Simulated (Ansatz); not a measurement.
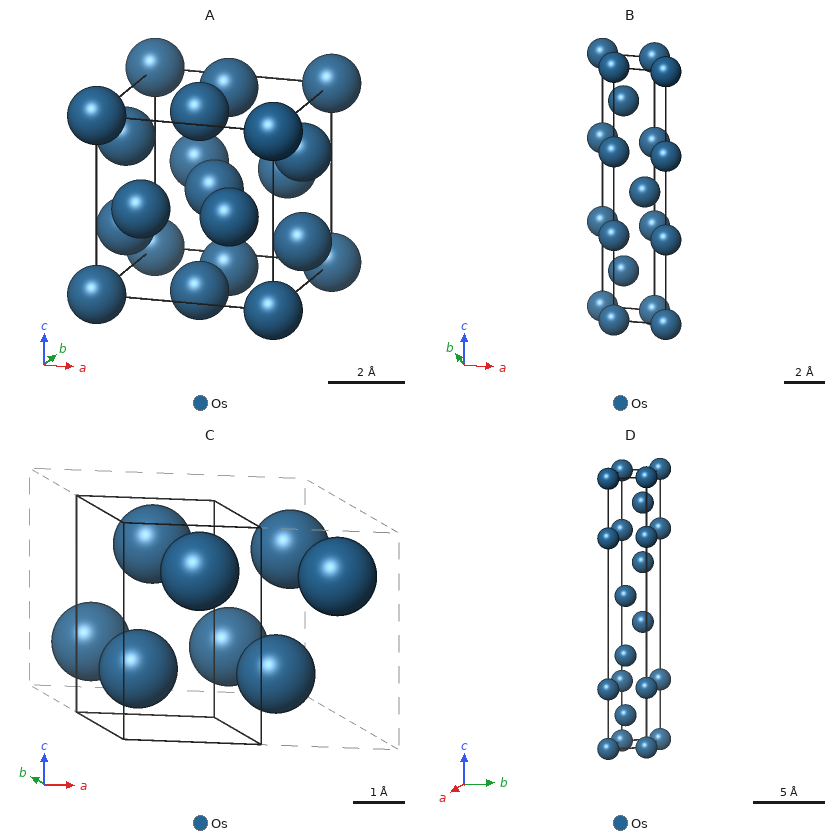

Four structures of Os, each relaxed to rest (conventional cells in solid outline, small ones repeated, each panel with its own scale). Method: Ansatz 0.2.0, DFT PBE, scalar-relativistic, plane waves, PAW, without spin polarisation.

Give the type and space group of each panel.

A: β-tungsten (A15) type, Pm-3n; B: 6 atoms a cell on a primitive hexagonal lattice, P-6m2; C: hexagonal close-packed (Mg type), P6_3/mmc; D: α-samarium (9R) type, R-3m.

Which of these is lowest in energy, and how far above it do the others lie?

C, then D (+51 meV/atom), B (+61 meV/atom) and A (+631 meV/atom), energies at zero smearing.

Collect the results in a table.

| panel | structure | E − E(lowest) (meV/atom) | volume (Å³/atom) | gap (eV) |
| --- | --- | --- | --- | --- |
| C | P6_3/mmc | 0 | 14.3 | metal |
| D | R-3m | 51 | 14.3 | metal |
| B | P-6m2 | 61 | 14.3 | metal |
| A | Pm-3n | 631 | 14.8 | metal |

Some of these may be structure types tried for this composition rather than known phases, and the most stable form need not be among them. Gaps are taken on the k-mesh or band path of each run.
